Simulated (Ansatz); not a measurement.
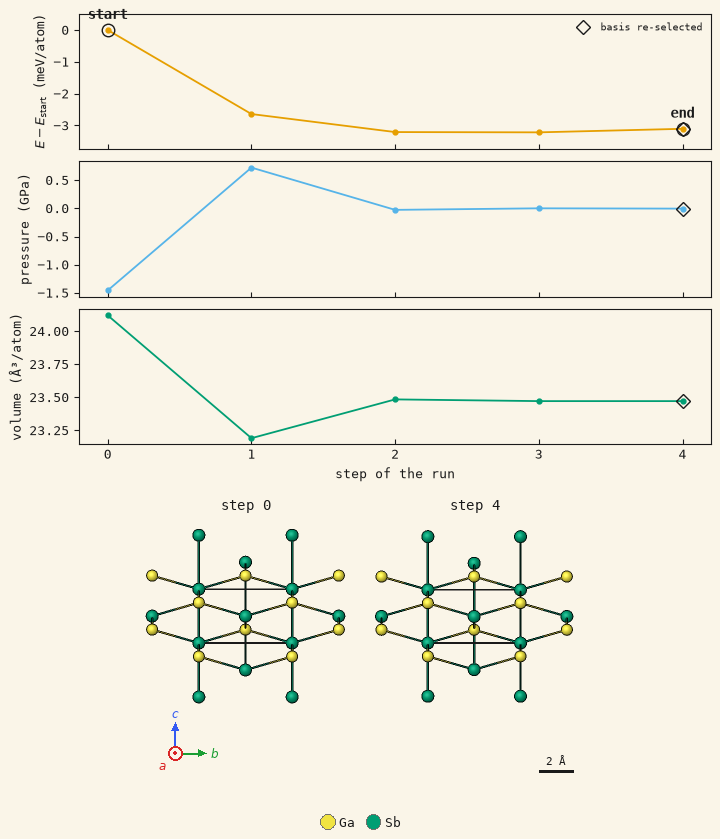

First and last geometry of a relaxation of crystalline GaSb (built on the database_119 type), with the history of the run. Style: ball-and-stick. Shown: the conventional cell (2 times the calculation's cell), along the a axis. Lengths and directions refer to the drawn axes.

Case: structure listed in a database for this formula (I-4m2, No. 119).

Method: Ansatz 0.2.0, DFT r2SCAN, scalar-relativistic, plane waves, PAW. Settings: plane-wave cutoff 500 eV; k-point mesh 20 × 20 × 20; occupations gaussian; smearing width 0.1 eV; no spin polarisation; cell and atoms relaxed; force threshold 0.01 eV/Å; at most 80 steps.

Q: What do the curves and the structures tell?

A: It converged. No atom moves by more than 0.005 Å relative to the cell. Cell: a = b 5.507 → 5.468 Å (−0.7 %), c 3.181 → 3.140 Å (−1.3 %). Volume −2.7 %. Near-neighbour distances that change, for instance: Sb–Sb 3.181 → 3.140 Å, Ga–Sb 2.866 → 2.845 Å. The space group stays I-4m2 (No. 119). The energy falls by 3.1 meV per atom in 3 accepted moves (4 points after the start). All forces vanish by symmetry, so only the cell relaxes. The pressure goes from −1.46 to 0.00 GPa. The SCF was repeated once at an unchanged geometry on a basis and grid sized afresh for the cell, which shifted the energy by 0.1 meV per atom at most.
